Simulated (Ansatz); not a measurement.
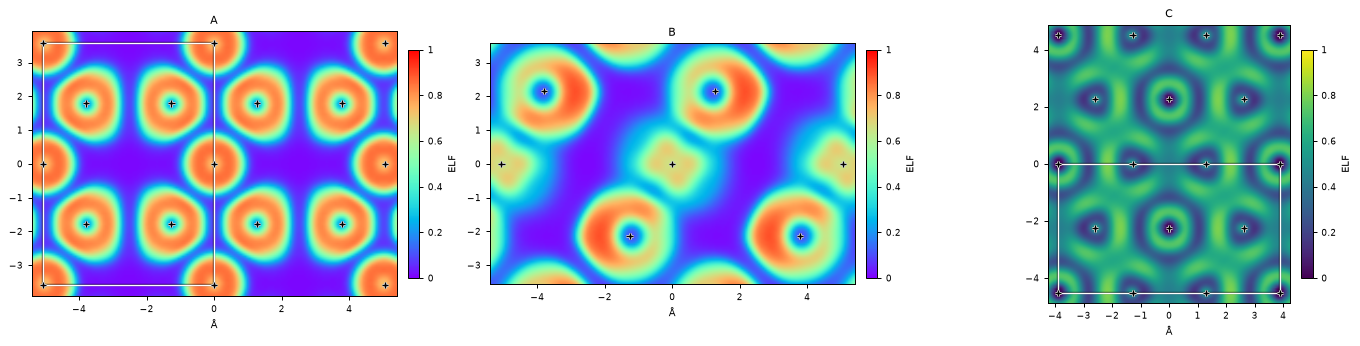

The ELF of 3 systems, each on a plane through atoms (crosses mark nuclei in the plane).

The calculation used Kohn-Sham DFT of a periodic cell, PBE0, Ansatz PAW in Ansatz 0.2.0.

System 1: HfO$_{2}$, the (101) plane of the conventional cell. Space group Fm-3m.

System 2: Si$_{2}$W, the (11̄0) plane of the conventional cell. Space group I4/mmm.

```
W Si
1.0
     3.20460    0.00000    0.00000
     0.00000    3.20460    0.00000
     0.00000    0.00000    7.79546
W Si
2 4
Direct
  0.00000 0.00000 0.00000
  0.50000 0.50000 0.50000
  0.00000 0.00000 0.66473
  0.50000 0.50000 0.16473
  0.00000 0.00000 0.33527
  0.50000 0.50000 0.83527
```

System 3: PtSe$_{2}$, the (110) plane of the conventional cell. Space group P-3m1; computed pressure about 3 GPa in this cell.

```cif
data_structure
_symmetry_space_group_name_H-M 'P 1'
_symmetry_Int_Tables_number 1
_cell_length_a 3.7240
_cell_length_b 3.7240
_cell_length_c 5.0620
_cell_angle_alpha 90.000
_cell_angle_beta 90.000
_cell_angle_gamma 120.000
_cell_volume 60.80
loop_
_atom_site_label
_atom_site_type_symbol
_atom_site_fract_x
_atom_site_fract_y
_atom_site_fract_z
_atom_site_occupancy
Pt1 Pt 0.00000 0.00000 0.00000 1
Se1 Se 0.66667 0.33333 0.75000 1
Se2 Se 0.33333 0.66667 0.25000 1
```

### Match each panel to its system.

Panel A is system 1, HfO$_{2}$: the plane holds Hf and O. Hf–O (2.19 Å): the ELF peaks at about 0.85 in the valence shell of O, 0.6 Å from its nucleus, and drops to about 0.15 between the two atoms: no shared electron pair shows on this line. Panel B is system 3, PtSe$_{2}$: the plane holds Pt and Se. Pt–Se (2.49 Å): the ELF is about 0.50 at the midpoint. Panel C is system 2, Si$_{2}$W: the plane holds W and Si. Si–Si (2.57 Å): the ELF is about 0.40 at the midpoint.
